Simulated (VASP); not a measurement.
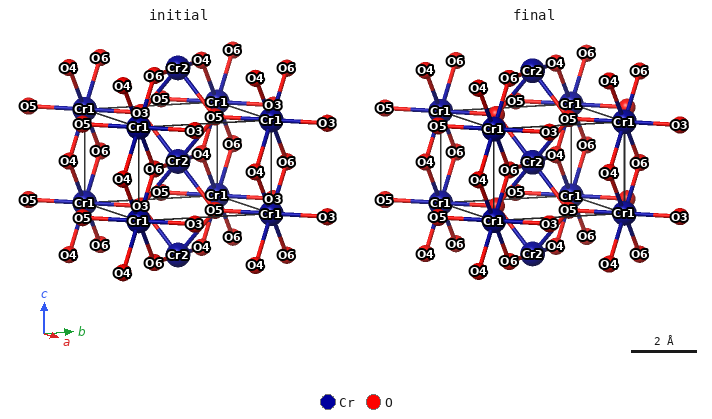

The structure of solid CrO₂ (set up in P4_2/mnm) before (left) and after (right) a relaxation, at one scale.

The picture is a ball-and-stick view of the cell of the calculation, seen slightly off an axis.

The run lets cell and atoms move.

Level of theory: VASP, Kohn-Sham DFT of a periodic cell, LDA, VASP PAW LDA potentials, recommended.

Input file:
```
ALGO = Fast ; EDIFF = 1E-6
EDIFFG = -0.005 ; ENCUT = 600
IBRION = 2 ; ISIF = 3
ISMEAR = -1 ; ISPIN = 2
LASPH = True ; LCHARG = False
LMAXMIX = 4 ; LORBIT = 11
LREAL = False ; LWAVE = False
MAGMOM = 3 3 0 0 0 0 ; NELM = 100
NSW = 60 ; PREC = Accurate
SIGMA = 0.05
```

Command:
```bash
cat potpaw_LDA.64/Cr_pv/POTCAR potpaw_LDA.64/O/POTCAR > POTCAR
mpirun -np 1 vasp_std > vasp.out
```

### Describe what moved and what it gained.

The energy falls by 23.5 meV per atom in 8 geometry steps. Largest force component: 0.27 eV/Å at the start, 0.00043 eV/Å at the end. The pressure goes from −13.75 to −0.05 GPa. The largest moves relative to the cell, 0.011 Å, are those of O3, O4, O5 and O6. O3 goes along [1 1 0]. Cr stays in place. The drawn cell changes as follows: a = b 4.423 → 4.357 Å (−1.5 %), c 2.918 → 2.857 Å (−2.1 %); the volume changes by −5.0 %. Near-neighbour distances that change, for instance: Cr1–O4 1.918 → 1.875 Å, Cr1–O3 1.883 → 1.866 Å. The space group stays P4_2/mnm (No. 136). At step 1 the optimiser overshot: the energy rose above the start, and later steps came back.

Limits of the set-up: only the magnetic order of this start and cell was tried (total moment 4.0 μB per cell).
